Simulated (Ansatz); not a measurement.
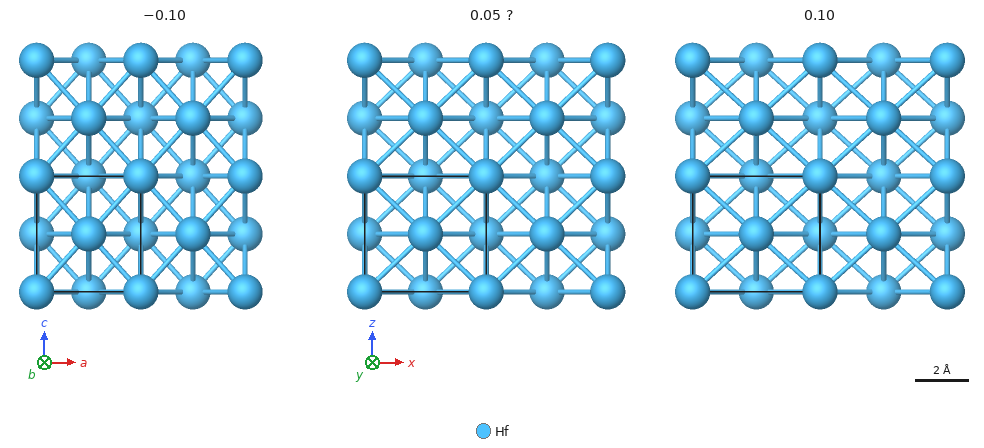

Solid Hf (Fm-3m): the cell is strained along x alone, with the atoms kept at their fractional coordinates. x, y and z are the Cartesian axes of the input. Style: ball-and-stick. Shown: the conventional cell (4 times the calculation's cell), repeated 2 × 2 × 2 with one cell outlined, along the b axis. Lengths and directions refer to the drawn axes.

The calculation used DFT r2SCAN, scalar-relativistic, plane waves, PAW (Ansatz 0.2.0). Settings: plane-wave cutoff 500 eV; k-point mesh 18 × 18 × 18; occupations gaussian; smearing width 0.15 eV; no spin polarisation. Energies (free energies at the smearing named) are counted from the cell as listed in its source, which wasn't relaxed.

```json
{"strain": "−0.1000", "E − E(ref) (meV/atom)": "147.1"}
{"strain": "−0.0750", "E − E(ref) (meV/atom)": "88.6"}
{"strain": "−0.0500", "E − E(ref) (meV/atom)": "45.1"}
{"strain": "−0.0250", "E − E(ref) (meV/atom)": "15.8"}
{"strain": "0.0000", "E − E(ref) (meV/atom)": "0.0"}
{"strain": "0.0250", "E − E(ref) (meV/atom)": "−3.1"}
{"strain": "0.0500", "E − E(ref) (meV/atom)": "?"}
{"strain": "0.0750", "E − E(ref) (meV/atom)": "25.1"}
{"strain": "0.0875", "E − E(ref) (meV/atom)": "38.6"}
{"strain": "0.1000", "E − E(ref) (meV/atom)": "54.5"}
```

**One row is withheld. What is its energy?**

A straight line between the two neighbours gives 11.0 meV/atom. A cubic through the four nearest rows (0.0000, 0.0250, 0.0750, 0.0875) gives, with Lagrange weights, (−0.1429)(0.0) + (0.6000)(−3.1) + (1.0000)(25.1) + (−0.4571)(38.6) = 5.6 meV/atom. The calculation gives 5.6 meV/atom, so the cubic is right to the digits shown and the straight line 5.4 meV/atom too high, as the curve bends upwards here.

The whole profile:

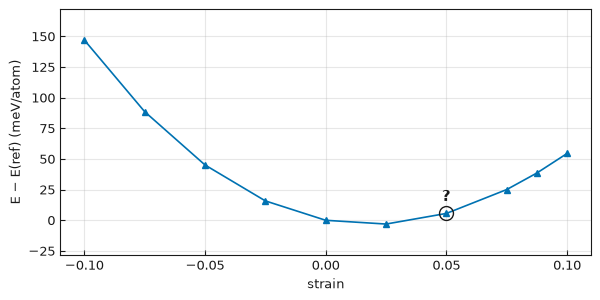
